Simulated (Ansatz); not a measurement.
ZnSe₅

Input

```
crystal:
  lattice:
    - [3.9034442801, 0.0, 0.0]
    - [-1.95172214, 3.3804819088, 0.0]
    - [0.0, 0.0, 9.8304216945]
  atoms:
    - { symbol: Zn, position: [0.0, 0.0, 0.0] }
    - { symbol: Se, position: [0.3333333333, 0.6666666667, 0.140095805] }
    - { symbol: Se, position: [0.6666666667, 0.3333333333, 0.859904195] }
    - { symbol: Se, position: [0.3333333333, 0.6666666667, 0.6629429494] }
    - { symbol: Se, position: [0.0, 0.0, 0.5] }
    - { symbol: Se, position: [0.6666666667, 0.3333333333, 0.3370570506] }
basis:
  ecutwfc: 420
kpoints:
  mp_grid: { grid: [12, 12, 4] }
  band_path:
    path:
      - [[0.0, 0.0, 0.0], [0.5, 0.0, 0.0], [0.33333333, 0.33333333, 0.0], [0.0, 0.0, 0.0], [0.0, 0.0, 0.5], [0.5, 0.0, 0.5], [0.33333333, 0.33333333, 0.5], [0.0, 0.0, 0.5]]
      - [[0.5, 0.0, 0.5], [0.5, 0.0, 0.0]]
      - [[0.33333333, 0.33333333, 0.5], [0.33333333, 0.33333333, 0.0]]
    npoints: 14
hamiltonian:
  xc: pbe
scf:
  occupations: { method: gaussian, width: 0.1 }
  n_extra_bands: 15
output:
  forces: true
  stress: true
  eigenvalues: true
  populations: true
  dos: { projected: true, de: 0.02, nscf_kmesh: { grid: [15, 15, 5] } }
  bader: true
  write_density: true
  write_potential: true
  elf: true
  volumetric_format: npy
```

Launched as:

```sh
ansatz run input.yaml --threads 1 --pin off --max-ram 2560MiB --backend cpu --events-out ev --progress --plain --runs-dir out
```

Below, planes, directions and counts refer to the conventional cell (a = 3.90 Å, b = 3.90 Å, c = 9.83 Å, α = 90.00°, β = 90.00°, γ = 120.00°).

Space group P-3m1; a generated structure, not necessarily the stable one.

Method: DFT PBE, scalar-relativistic, plane waves, PAW (Ansatz 0.2.0).

Core electrons are frozen (PAW), and the valence fields are smoothed inside the atomic spheres.

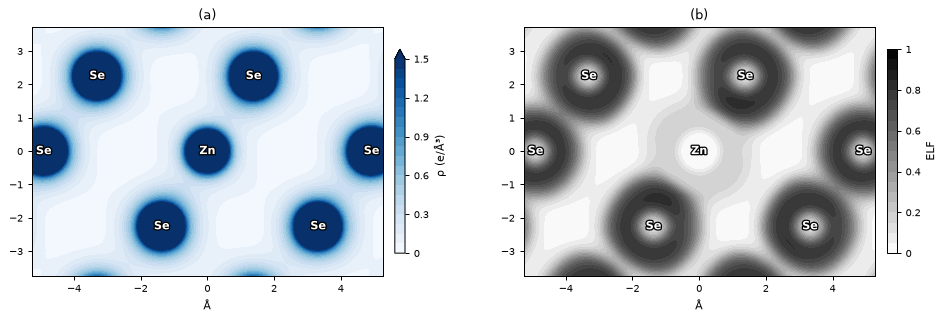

Figure 1. (a) valence charge density (pseudo); (b) ELF on the (110) plane of the conventional cell.

> Read the bonding off the picture.

The plane passes through Zn and Se nuclei.
Zn–Se (2.64 Å): the density is about 0.33 e/Å³ at the midpoint; the ELF is about 0.50 at the midpoint.
Se–Se (2.76 Å): ρ at the midpoint is about 0.34 e/Å³; the ELF is about 0.50 at the midpoint.
Between the atoms the lowest density in this plane is 0.02 e/Å³.
The ELF also peaks beside Se, away from the bonds: lone-pair regions.

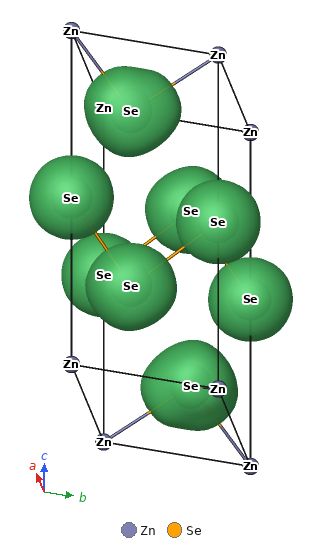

Figure 2. Isosurface of the electron localisation function at 0.65 (green), seen at an oblique angle. Core shells and regions of very low density are left out. Sticks mark near contacts.

> Identify the bonds, lone pairs and shells in this picture.

The surface consists of five regions wrapped around Se (the valence shell of each), counted in one cell of 6 atoms. Any copies at cell faces, edges or corners count once.

> Does the calculation give a band gap?

It is gapless in this calculation (a metal or semimetal).

> How much charge does the calculation move between the atoms?

Electrons move from Zn towards Se. Bader charges: Zn +0.67 and Se −0.38 to +0.14 e.
